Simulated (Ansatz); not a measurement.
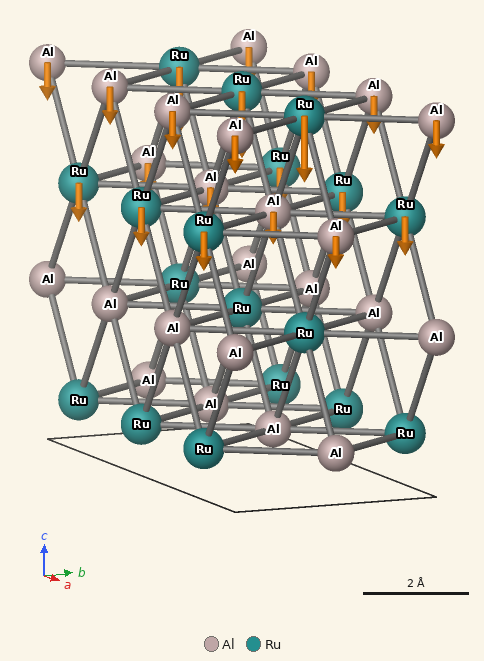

A constrained relaxation of a slab of composition AlRu (cut from the Pm-3m phase). The starting structure is drawn; orange arrows show the displacements, 30 times their true length.

A ball-and-stick model of the 3 × 1 repeat of the cell, outlined in the plane, without the vacuum, seen slightly off an axis.

Case: clean slab, lower half held. The slab is the (1 1 0) face of AlRu. 4 atoms are held fixed.

Method: DFT PBEsol, scalar-relativistic, plane waves, PAW in Ansatz 0.2.0. Settings: plane-wave cutoff 420 eV; k-point mesh 10 × 7 × 1; occupations gaussian; smearing width 0.1 eV; no spin polarisation; dipole correction; atoms relaxed in a fixed cell; force threshold 0.03 eV/Å; at most 70 steps.

> Atoms of which element are displaced furthest, and by how much?

Ruthenium: up to 0.043 Å, against 0.025 Å for aluminium.

> What happened in the run?

The atom that moves furthest is a Ru atom (0.043 Å along the normal (−c)). Largest moves by element: Ru 0.043 Å, Al 0.025 Å. The cell stays as it was. Some distances before and after: Al–Ru 2.578 → 2.557 Å. Over 1 accepted move (2 points after the start) the energy falls by 5.0 meV per cell of the calculation. The largest force component goes from 0.17 to 0.03 eV/Å. 1 step only repeated the SCF at the same geometry.
